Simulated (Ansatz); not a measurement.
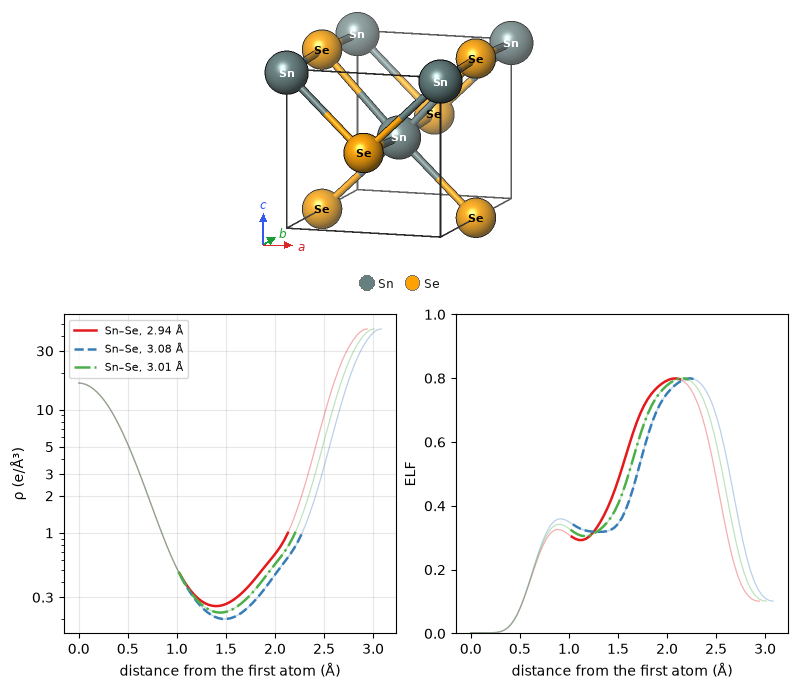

The picture shows: SnSe. Valence charge density (pseudo) and ELF along straight lines between neighbouring atoms. Thin, pale parts lie inside the atomic spheres. The structure is drawn too.

Space group Imm2; changed on purpose from its base cell (atom 1 (Sn) moved by (-0.100, +0.000) A along [1 1 0] and z).

Theory: Ansatz, DFT r2SCAN, scalar-relativistic, plane waves, PAW.

In a PAW calculation such maps are meaningful between the atoms, not at the nuclei.

### What can be read from the curves?

Sn–Se (2.94 Å): ρ at the midpoint is about 0.26 e/Å³; the ELF is about 0.45 at the midpoint and 0.30 at its lowest between the atoms.
Sn–Se (3.08 Å): ρ at the midpoint is about 0.2 e/Å³; the ELF is about 0.35 at the midpoint.
Sn–Se (3.01 Å): ρ is about 0.23 e/Å³ halfway; the ELF is about 0.40 at the midpoint and 0.30 at its lowest between the atoms.
